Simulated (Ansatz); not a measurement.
# Two runs on HfO2

System: HfO2 (12 atoms in the cell).
Method of run A: Kohn-Sham DFT of a periodic cell, BPBE, Ansatz PAW, no spin polarisation (Ansatz 0.2.0).

The structure derives from an entry of the Crystallography Open Database. Text and figures count atoms from 1; the logs count them from 0 in places.

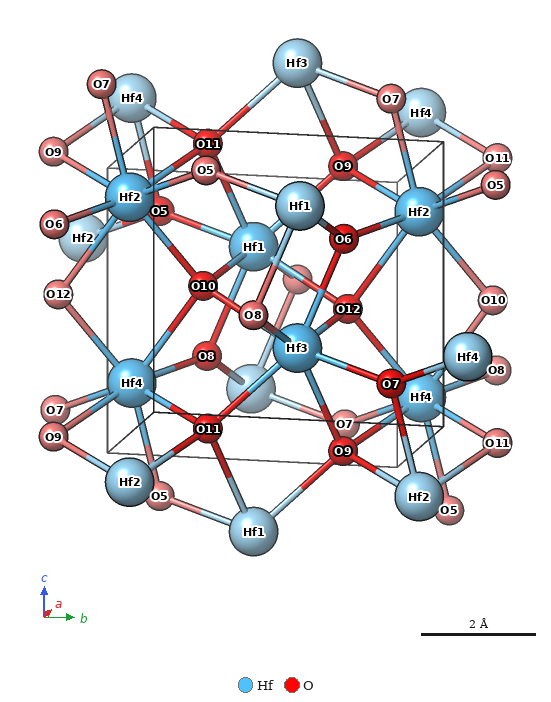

Fig. 1: The input geometry (ball-and-stick view of the cell of the calculation, seen at an oblique angle; neighbours outside the cell are drawn fainter; atoms are numbered from 1 in the order of the input).

**Input file, run A**
```yaml
crystal:
  lattice:
    - [5.118, 0.0, 0.0]
    - [0.0, 5.1857, 0.0]
    - [-0.8586630598, 0.0, 5.2138671406]
  atoms:
    - { symbol: Hf, position: [0.2755, 0.4603, 0.708] }
    - { symbol: Hf, position: [0.7245, 0.9603, 0.792] }
    - { symbol: Hf, position: [0.7245, 0.5397, 0.292] }
    - { symbol: Hf, position: [0.2755, 0.0397, 0.208] }
    - { symbol: O, position: [0.0742, 0.1684, 0.8467] }
    - { symbol: O, position: [0.9258, 0.6684, 0.6533] }
    - { symbol: O, position: [0.9258, 0.8316, 0.1533] }
    - { symbol: O, position: [0.0742, 0.3316, 0.3467] }
    - { symbol: O, position: [0.4487, 0.7419, 0.9801] }
    - { symbol: O, position: [0.5513, 0.2419, 0.5199] }
    - { symbol: O, position: [0.5513, 0.2581, 0.0199] }
    - { symbol: O, position: [0.4487, 0.7581, 0.4801] }
hamiltonian:
  xc: { exchange: b88, correlation: pbe }
  pseudopotentials: { kind: paw }
kpoints:
  mp_grid: { grid: [5, 5, 5] }
scf:
  occupations: { method: fermi_dirac, width: 0.05 }
output:
  forces: true
  stress: true
relax:
  f_tol: 0.01
  max_steps: 40
  cell: { stress_tol: 0.05 }
```

Command:
```bash
ansatz run input.yaml --threads 2 --pin off --max-ram 5120MiB --backend cpu --events-out ev --progress --plain --runs-dir out
```

Hardware: 2 threads of Arm Neoverse V1, 24 GiB of memory available, shared host.

**Output, shortened to warnings, some set-up lines, iterations and results (run A)**
```
Basis set: ecut = 420 eV, 2699 PW (Γ), exchange–correlation on 72×72×72 points (8 copies of the dense FFT grid, shifted against one another)
Symmetry: 4 space group operations
k-points: 39 of 125
Initial density: superposition of atomic densities (neutral atoms: chi_scale 0, normalization atom), corrected by the library's trained network
[...]
SCF iter   1: F=—  HF=-67598.003585 eV  |F-HF|=—  |Δ(HF+E_count)|=         —  Δρ=3.73e-3  dr2=9.24e-3  ethr=1.77e-3  ⟨swp⟩=5.3  Hψ=11218  notcnv=0  defer=107
SCF iter   2: F=—  HF=-67598.004201 eV  |F-HF|=—  |Δ(HF+E_count)|=   6.16e-4  Δρ=1.61e-3  dr2=1.49e-3  ethr=6.08e-6  ⟨swp⟩=2.0  Hψ=6474  notcnv=0  defer=127
SCF iter   3: F=—  HF=-67598.004891 eV  |F-HF|=—  |Δ(HF+E_count)|=   6.90e-4  Δρ=8.06e-4  dr2=4.86e-4  ethr=9.81e-7  ⟨swp⟩=2.9  Hψ=6079  notcnv=0  defer=127
SCF iter   4: F=—  HF=-67598.005180 eV  |F-HF|=—  |Δ(HF+E_count)|=   2.89e-4  Δρ=1.79e-4  dr2=4.47e-5  ethr=3.20e-7  ⟨swp⟩=2.0  Hψ=6163  notcnv=0  defer=127
SCF iter   5: F=—  HF=-67598.005160 eV  |F-HF|=—  |Δ(HF+E_count)|=   1.99e-5  Δρ=9.15e-5  dr2=1.25e-5  ethr=2.94e-8  ⟨swp⟩=2.0  Hψ=5539  notcnv=0  defer=127
[... 72 lines ...]
SCF iter   4: F=—  HF=-67598.084022 eV  |F-HF|=—  |Δ(HF+E_count)|=   1.10e-6  Δρ=4.78e-6  dr2=5.70e-9  ethr=1.21e-11  ⟨swp⟩=2.9  Hψ=6053  notcnv=0
SCF iter   5: F=—  HF=-67598.084022 eV  |F-HF|=—  |Δ(HF+E_count)|=   2.84e-7  Δρ=9.88e-7  dr2=1.17e-9  ethr=3.75e-12  ⟨swp⟩=2.2  Hψ=5935  notcnv=0
SCF iter   6: F=-67598.084022 eV  HF=-67598.084022 eV  |F-HF|=2.47e-10  |Δ(HF+E_count)|=   8.60e-9  Δρ=2.00e-7  dr2=5.20e-11  ethr=1.00e-12  ⟨swp⟩=3.4  Hψ=15022  notcnv=0
SCF 10 converged in 6 iterations: F = -67598.084022 eV  dr2 = 5.20e-11
relax step  10: F+E_penalty+E_count = -67598.08402245 eV  Δ(F+E_penalty+E_count) = -7.617e-4 eV  max|allowed force component| = 2.344e-3 eV/Å  Δτ_max = 0.0000 Å  P = +0.004 …
basis re-selected at this cell: Δ(F+E_penalty+E_count) = -7.617e-4 eV, ΔP = +0.004 GPa vs the last step (what re-selecting the basis moved, of the pressure what is left beyond the Pulay correction that the steps carried, after the strain that the cell walked since its last selection, with what the …
SCF converged after 6 iterations
Free energy (F): -67598.084022 eV
Harris-Foulkes:  -67598.084022 eV  (|F-HF|=2.47e-10)
Internal energy: -67598.084022 eV  (E = F + TS)
E sigma→0 (E₀):  -67598.084022 eV
Fermi energy:    15.720991 eV
--- Per-component energies (eV) ---
  E_band       = -70.038832
  E_kinetic    = 3085.159304
  E_local      = -24876.390363  (includes V_loc(G=0)·N_el)
  E_nonlocal   = -4583.960748
  E_hartree    = 11361.439761
  E_xc         = -1796.762806
  E_vxc        = -1823.157050  (∫ρ·V_xc dr)
  E_paw        = -29117.554815  (= ΣΔE_a)
  E_vpaw       = 5405.410243  (= ΣTr[D̂ρ^β])
  E_aug_tail   = 0.019933  (compensation charges beyond the density's cutoff)
  E_ewald      = -21669.335916
  E_core_change = -0.698373  (= ΣΔE_core)
  E_smearing   = -0.000000  (= −TS)
  E_closure    = 0.000000  (closes the sum)
  Σ components = -67598.084022   (vs F -67598.084022, Δ=0.00e0)
--- Forces (eV/Å), atoms counted from 1 ---
  atom   1  Hf     0.00076456    -0.00234427    -0.00160243
  atom   2  Hf    -0.00076456    -0.00234427     0.00160243
  atom   3  Hf    -0.00076456     0.00234427     0.00160243
  atom   4  Hf     0.00076456     0.00234427    -0.00160243
  atom   5  O      0.00084591    -0.00003224     0.00069721
  atom   6  O     -0.00084591    -0.00003224    -0.00069721
  atom   7  O     -0.00084591     0.00003224    -0.00069721
  atom   8  O      0.00084591     0.00003224     0.00069721
  atom   9  O      0.00087908    -0.00033315    -0.00065967
  atom  10  O     -0.00087908    -0.00033315     0.00065967
  atom  11  O     -0.00087908     0.00033315     0.00065967
  atom  12  O      0.00087908     0.00033315    -0.00065967
  max |Σ_I F_I| component: 1.30e-18 eV/Å
--- Stress (GPa, compression-positive) ---
        0.007394       0.000000      -0.009651
        0.000000      -0.002666       0.000000
       -0.009651       0.000000       0.008122
  P = ⅓ Tr σ = 0.0043 GPa (0.043 kbar)
--- Relaxed structure (8 steps of the walk, 8 accepted, 2 SCFs on fresh bases) ---
[...]
```

For run B the input was changed thus:
```diff
-  xc: { exchange: b88, correlation: pbe }
+  xc: blyp
+  dispersion: d4
```

What does this change do to the results?

The total energies belong to different models, so their difference says nothing on which is more stable or more accurate. The volume per atom goes from 11.80 to 11.84 Å³. The functional changes from one typed by its parts (see the input) to BLYP. The SCF takes 56 iterations over all geometry steps against 62.

**Output, shortened to warnings, some set-up lines, iterations and results (run B)**
```
Basis set: ecut = 420 eV, 2699 PW (Γ), exchange–correlation on 72×72×72 points (8 copies of the dense FFT grid, shifted against one another)
Symmetry: 4 space group operations
k-points: 39 of 125
Initial density: superposition of atomic densities (neutral atoms: chi_scale 0, normalization atom), corrected by the library's trained network
[...]
SCF iter   1: F=—  HF=-67562.478009 eV  |F-HF|=—  |Δ(HF+E_count)|=         —  Δρ=2.23e-2  dr2=4.89e-1  ethr=1.77e-3  ⟨swp⟩=5.3  Hψ=11169  notcnv=0  defer=108
SCF iter   2: F=—  HF=-67562.347107 eV  |F-HF|=—  |Δ(HF+E_count)|=   1.31e-1  Δρ=3.24e-3  dr2=9.96e-3  ethr=3.22e-4  ⟨swp⟩=2.0  Hψ=6659  notcnv=0  defer=387
SCF iter   3: F=—  HF=-67562.345312 eV  |F-HF|=—  |Δ(HF+E_count)|=   1.80e-3  Δρ=1.36e-3  dr2=1.49e-3  ethr=6.56e-6  ⟨swp⟩=2.0  Hψ=5525  notcnv=0  defer=387
SCF iter   4: F=—  HF=-67562.345648 eV  |F-HF|=—  |Δ(HF+E_count)|=   3.36e-4  Δρ=6.98e-4  dr2=5.45e-4  ethr=9.78e-7  ⟨swp⟩=2.0  Hψ=6143  notcnv=0  defer=387
SCF iter   5: F=—  HF=-67562.345733 eV  |F-HF|=—  |Δ(HF+E_count)|=   8.58e-5  Δρ=1.26e-4  dr2=2.26e-5  ethr=3.58e-7  ⟨swp⟩=2.7  Hψ=5823  notcnv=0  defer=387
[... 64 lines ...]
SCF iter   5: F=—  HF=-67562.441215 eV  |F-HF|=—  |Δ(HF+E_count)|=  7.71e-10  Δρ=5.14e-7  dr2=4.71e-10  ethr=1.00e-12  ⟨swp⟩=2.0  Hψ=6494  notcnv=0
SCF iter   6: F=—  HF=-67562.441215 eV  |F-HF|=—  |Δ(HF+E_count)|=  7.28e-11  Δρ=3.59e-7  dr2=1.76e-10  ethr=1.00e-12  ⟨swp⟩=2.7  Hψ=5973  notcnv=0
SCF iter   7: F=-67562.441215 eV  HF=-67562.441215 eV  |F-HF|=2.91e-11  |Δ(HF+E_count)|=  1.16e-10  Δρ=1.42e-7  dr2=1.49e-11  ethr=1.00e-12  ⟨swp⟩=4.0  Hψ=10770  notcnv=0
SCF 9 converged in 7 iterations: F = -67562.441215 eV  dr2 = 1.49e-11
relax step   9: F+E_penalty+E_count = -67562.44121550 eV  Δ(F+E_penalty+E_count) = -1.174e-3 eV  max|allowed force component| = 2.302e-3 eV/Å  Δτ_max = 0.0000 Å  P = +0.004 …
basis re-selected at this cell: Δ(F+E_penalty+E_count) = -1.174e-3 eV, ΔP = +0.005 GPa vs the last step (what re-selecting the basis moved, of the pressure what is left beyond the Pulay correction that the steps carried, after the strain that the cell walked since its last selection, with what the …
SCF converged after 7 iterations
Free energy (F): -67562.441215 eV
Harris-Foulkes:  -67562.441215 eV  (|F-HF|=2.91e-11)
Internal energy: -67562.441215 eV  (E = F + TS)
E sigma→0 (E₀):  -67562.441215 eV
Fermi energy:    16.074894 eV
--- Per-component energies (eV) ---
  E_band       = -19.044486
  E_kinetic    = 3087.537906
  E_local      = -24881.041680  (includes V_loc(G=0)·N_el)
  E_nonlocal   = -4587.756354
  E_hartree    = 11364.925165
  E_xc         = -1775.822887
  E_vxc        = -1791.518349  (∫ρ·V_xc dr)
  E_paw        = -29105.397573  (= ΣΔE_a)
  E_vpaw       = 5423.863232  (= ΣTr[D̂ρ^β])
  E_aug_tail   = 0.020366  (compensation charges beyond the density's cutoff)
  E_ewald      = -21661.205262
  E_disp       = -4.049460  (pairwise vdW)
  E_core_change = 0.348565  (= ΣΔE_core)
  E_smearing   = -0.000000  (= −TS)
  E_closure    = 0.000000  (closes the sum)
  Σ components = -67562.441215   (vs F -67562.441215, Δ=0.00e0)
--- Forces (eV/Å), atoms counted from 1 ---
  atom   1  Hf     0.00008839    -0.00230216    -0.00100165
  atom   2  Hf    -0.00008839    -0.00230216     0.00100165
  atom   3  Hf    -0.00008839     0.00230216     0.00100165
  atom   4  Hf     0.00008839     0.00230216    -0.00100165
  atom   5  O     -0.00011193    -0.00026938     0.00108093
  atom   6  O      0.00011193    -0.00026938    -0.00108093
  atom   7  O      0.00011193     0.00026938    -0.00108093
  atom   8  O     -0.00011193     0.00026938     0.00108093
  atom   9  O      0.00116708     0.00064785    -0.00010826
  atom  10  O     -0.00116708     0.00064785     0.00010826
  atom  11  O     -0.00116708    -0.00064785     0.00010826
  atom  12  O      0.00116708    -0.00064785    -0.00010826
  max |Σ_I F_I| component: 0.00e0 eV/Å
--- Stress (GPa, compression-positive) ---
        0.007790       0.000000      -0.008214
        0.000000      -0.002561       0.000000
       -0.008214       0.000000       0.006360
  P = ⅓ Tr σ = 0.0039 GPa (0.039 kbar)
--- Relaxed structure (7 steps of the walk, 7 accepted, 2 SCFs on fresh bases) ---
[...]
```

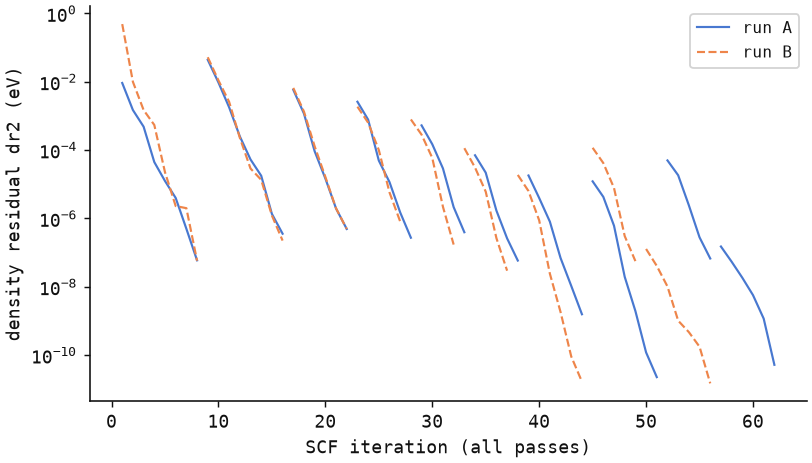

Fig. 2: Convergence of the two runs: density residual dr2 against the SCF iteration. A break in a curve parts two SCF passes. Run A takes 62 iterations in all, and run B takes 56.

**The two runs side by side**

| quantity | run A | run B |
| --- | --- | --- |
| outcome | converged | converged |
| free energy per atom (eV) | −5633.1737 | −5630.2034 |
| pressure (GPa) | 0.00 | 0.00 |
| volume per atom (Å³) | 11.80 | 11.84 |
| largest force (eV/Å) | 0.003 | 0.003 |
| SCF iterations | 62 | 56 |
| irreducible k-points | 39 | 39 |
| wall time (shared host) | 2.6 min | 2.5 min |

For both runs: Points of doubt noted for this run: forces on files of another functional. Spin–orbit coupling is left out, which matters for Hf.
